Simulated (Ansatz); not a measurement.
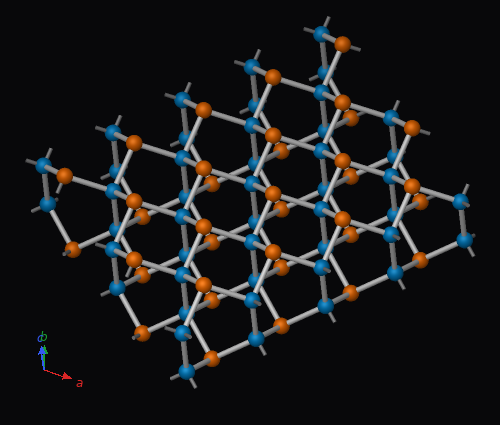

A cut-out of a periodic net derived from a crystal structure. Nodes are coloured by topological kind. One layer is drawn. Short stubs are edges that leave the cut-out.

> What net is this?

A binodal (3,4)-connected, two-periodic (layers) net.

> Give point symbol and coordination sequence of each kind of node.

3-connected node: 6^3, sequence 3, 9, 16, 21, 27, 33; 4-connected node: 6^6, sequence 4, 9, 15, 21, 27, 33.

Where the net comes from. The compound is InSe (space group P6_3/mmc, No. 194), taken as the geometry relaxed with DFT PBEsol, scalar-relativistic, plane waves, PAW (Ansatz 0.2.0). Bonds are taken as In–In below 3.1 Å and In–Se below 3 Å; no other contact counts. Atoms with one bond or none are removed and atoms with two bonds are replaced by edges, until no such atom is left. Se is a 3-connected node; In is a 4-connected node, in the ratio 1:1.
